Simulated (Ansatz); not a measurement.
**Energy of Ti along a strain of the cell**

System: Ti (1 atom in the cell).
Method: DFT r2SCAN, scalar-relativistic, plane waves, PAW, no spin polarisation (Ansatz 0.2.0).

The 5 runs differ only in the geometry, by a strain of the cell at fixed fractional positions. Against run 3, the strain is εxx = η and εyy = η. The structure derives from an entry of the Crystallography Open Database.

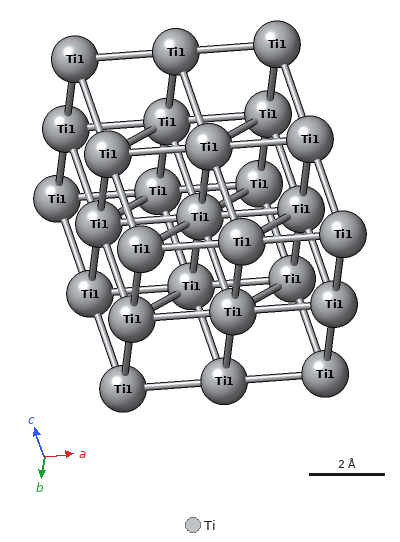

Figure 1. The structure of run 3 (ball-and-stick view of the cell of the calculation, repeated 2 × 2 × 2, seen at an oblique angle; atoms are numbered from 1 in the order of the input). An atom can appear more than once, as a periodic image.

### Input of run 3
```yaml
crystal:
  lattice:
    - [-1.641, 1.641, 1.616385]
    - [1.641, -1.641, 1.616385]
    - [1.641, 1.641, -1.616385]
  atoms:
    - { symbol: Ti, position: [0.0, 0.0, 0.0] }
basis:
  ecutwfc: 500
kpoints:
  mp_grid: { grid: [20, 20, 20] }
hamiltonian:
  xc: r2scan
scf:
  occupations: { method: gaussian, width: 0.15 }
output:
  forces: true
  stress: true
  eigenvalues: true
```

Command:
```bash
ansatz run input.yaml --threads 1 --pin off --max-ram 2560MiB --backend cpu --events-out ev --progress --plain --runs-dir out
```

Run 2 differs from it as follows:
```diff
-    - [-1.641, 1.641, 1.616385]
-    - [1.641, -1.641, 1.616385]
-    - [1.641, 1.641, -1.616385]
+    - [-1.616385, 1.616385, 1.616385]
+    - [1.616385, -1.616385, 1.616385]
+    - [1.616385, 1.616385, -1.616385]
```

### Results, with one run withheld

| run | strain parameter η (%) | free energy per atom, from the lowest run given (meV) | pressure (GPa) |
| --- | --- | --- | --- |
| 1 | −3.0000 | 14.15 | 5.95 |
| 2 | −1.5000 | ? | ? |
| 3 | 0.0000 | 0.00 | −1.24 |
| 4 | 1.5000 | 8.04 | −4.24 |
| 5 | 3.0000 | 24.84 | −6.91 |

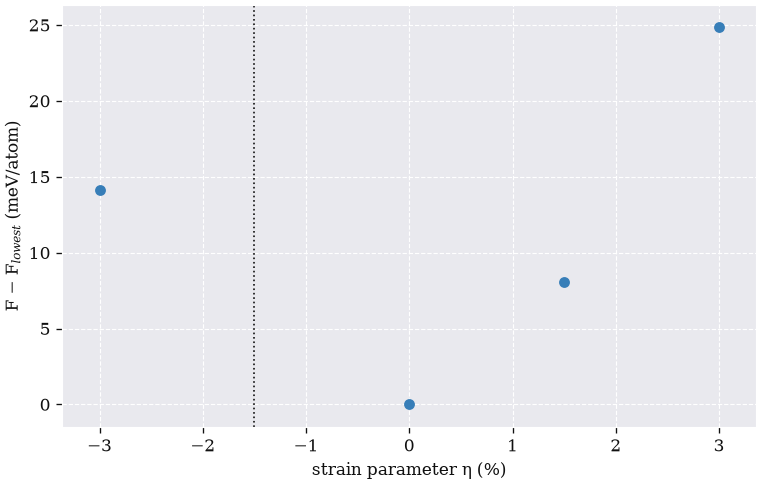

Figure 2. Free energy per atom of the runs given; the dotted line marks run 2.

Estimate the energy of run 2 from the others.

A quadratic polynomial in the coordinate, fitted to the 4 runs given, misses them by at most 0.29 meV per atom. With x = η − 0.3750, it reads F = 1.1944 + 3.4152 x + 2.1462 x² (meV per atom). At run 2 it gives 2.34 meV per atom, and the run itself gives 1.67. The fit has its minimum at η = −0.4206 %. The miss comes from the order of the polynomial or from scatter in that run; these data can't tell which.

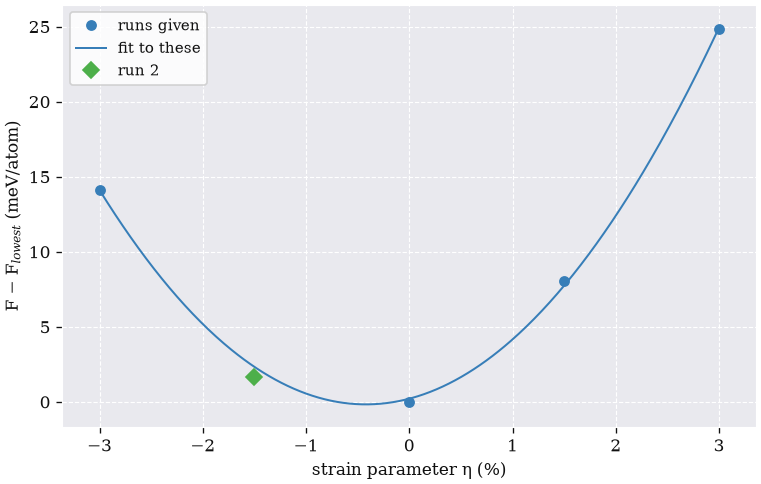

Figure 3. The fit and the withheld run.

### Output, shortened to warnings, some set-up lines, iterations and results (run 2)
```
Basis set: ecut = 500 eV, 429 PW (Γ), exchange–correlation on 96×96×96 points (64 copies of the dense FFT grid, shifted against one another)
Symmetry: 48 space group operations
k-points: 256 of 8000
Initial density: superposition of atomic densities (neutral atoms: chi_scale 0, normalization atom), corrected by the library's trained network
[...]
SCF iter   1: F=—  HF=-2504.219630 eV  |F-HF|=—  |Δ(HF+E_count)|=         —  Δρ=1.43e-2  dr2=2.92e-2  dr2_τ=7.46e-3  ethr=1.77e-3  ⟨swp⟩=4.6  Hψ=13840  notcnv=0
SCF iter   2: F=—  HF=-2504.243527 eV  |F-HF|=—  |Δ(HF+E_count)|=   2.39e-2  Δρ=4.52e-3  dr2=2.17e-3  dr2_τ=6.49e-4  ethr=2.44e-4  ⟨swp⟩=2.6  Hψ=6778  notcnv=0  defer=21
SCF iter   3: F=—  HF=-2504.243300 eV  |F-HF|=—  |Δ(HF+E_count)|=   2.27e-4  Δρ=1.97e-3  dr2=2.21e-4  dr2_τ=5.98e-5  ethr=1.81e-5  ⟨swp⟩=2.7  Hψ=4159  notcnv=0  defer=21
SCF iter   4: F=—  HF=-2504.243714 eV  |F-HF|=—  |Δ(HF+E_count)|=   4.15e-4  Δρ=2.93e-4  dr2=8.14e-6  dr2_τ=8.05e-7  ethr=1.84e-6  ⟨swp⟩=2.0  Hψ=3857  notcnv=0  defer=21
SCF iter   5: F=—  HF=-2504.243726 eV  |F-HF|=—  |Δ(HF+E_count)|=   1.12e-5  Δρ=5.84e-5  dr2=2.93e-7  dr2_τ=1.07e-8  ethr=6.78e-8  ⟨swp⟩=2.7  Hψ=3951  notcnv=0  defer=21
SCF iter   6: F=-2504.243726 eV  HF=-2504.243726 eV  |F-HF|=1.08e-9  |Δ(HF+E_count)|=   5.30e-7  Δρ=3.69e-6  dr2=8.69e-10  dr2_τ=1.02e-10  ethr=8.33e-10  ⟨swp⟩=5.3  Hψ=11355  …
SCF 1 converged in 6 iterations: F = -2504.243726 eV  dr2 = 8.69e-10
SCF converged after 6 iterations
Free energy (F): -2504.243726 eV
Harris-Foulkes:  -2504.243726 eV  (|F-HF|=1.08e-9)
Internal energy: -2504.219524 eV  (E = F + TS)
E sigma→0 (E₀):  -2504.231625 eV
Entropy (-TS):   -0.024202 eV (-24.202 meV/atom)
Fermi energy:    13.570742 eV
--- Per-component energies (eV) ---
  E_band       = -164.471005
  E_kinetic    = 273.307266
  E_local      = -794.561882  (includes V_loc(G=0)·N_el)
  E_nonlocal   = 7.649275
  E_hartree    = 326.725631
  E_xc         = -92.975240
  E_vxc        = -132.943373  (∫ρ·V_xc dr)
  E_paw        = -1056.980743  (= ΣΔE_a)
  E_vpaw       = -180.539143  (= ΣTr[D̂ρ^β])
  E_aug_tail   = 0.000088  (compensation charges beyond the density's cutoff)
  E_vtau       = 9.166186  (kinetic-family band-sum trace: ∫τ·v_τ [+ j·A + Jᵃ·Aᵃ] dr)
  E_ewald      = -1167.130463
  E_core_change = -0.253457  (= ΣΔE_core)
  E_smearing   = -0.024202  (= −TS)
  E_closure    = -0.000000  (closes the sum)
  Σ components = -2504.243726   (vs F -2504.243726, Δ=0.00e0)
--- Forces (eV/Å), atoms counted from 1 ---
  atom   1  Ti    -0.00000000     0.00000000     0.00000000
  max |Σ_I F_I| component: 6.78e-32 eV/Å
--- Stress (GPa, compression-positive) ---
        2.147642      -0.000000       0.000000
       -0.000000       2.147642      -0.000000
        0.000000       0.000000       2.147642
  P = ⅓ Tr σ = 2.1476 GPa (21.476 kbar)
```
